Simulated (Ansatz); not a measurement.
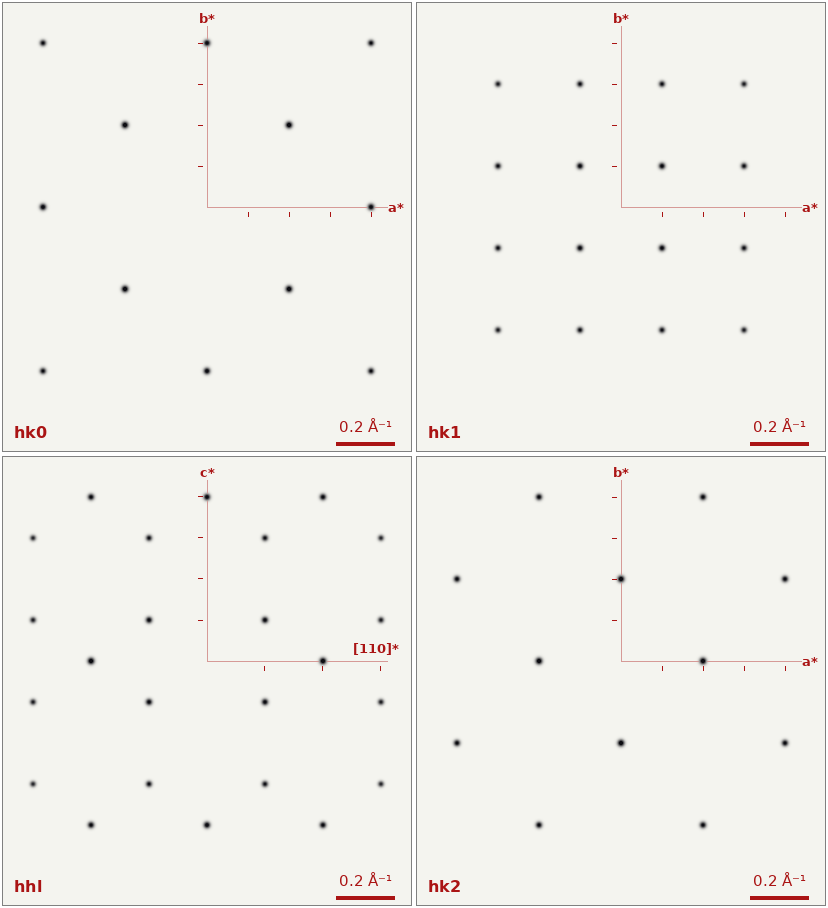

Four undistorted layers of reciprocal space, calculated for a single crystal (X-rays, kinematic |F|², B = 0.5 Å²). Tick marks count the reciprocal lattice steps of the conventional cell along each axis.

Q: Read the reciprocal cell and give the direct cell.

A: a* = 0.143, b* = 0.143, c* = 0.143 Å⁻¹; the cell is cubic with a = 7.00 Å.

Q: List the systematic absences.

A: Reflections are present only under these conditions. hkl: h + k = 2n, h + l = 2n; hk0: h = 2n, h + k = 4n; hhl: h + l = 2n; h00: h = 4n. The lattice is face-centred (F). Further gaps, such as 2 2 2, 4 4 2, come from atoms on special positions, not from the group's general conditions.

Q: Which space groups fit?

A: The intensities have Laue symmetry m-3m (the hk0 layer shows 4mm, hk1 shows 4mm). With these conditions only Fd-3m (No. 227) fits. The compound is Sb. Structure: the input geometry of an electronic-structure calculation (not necessarily at equilibrium); the starting structure was generated, so it need not be a known form of this composition.
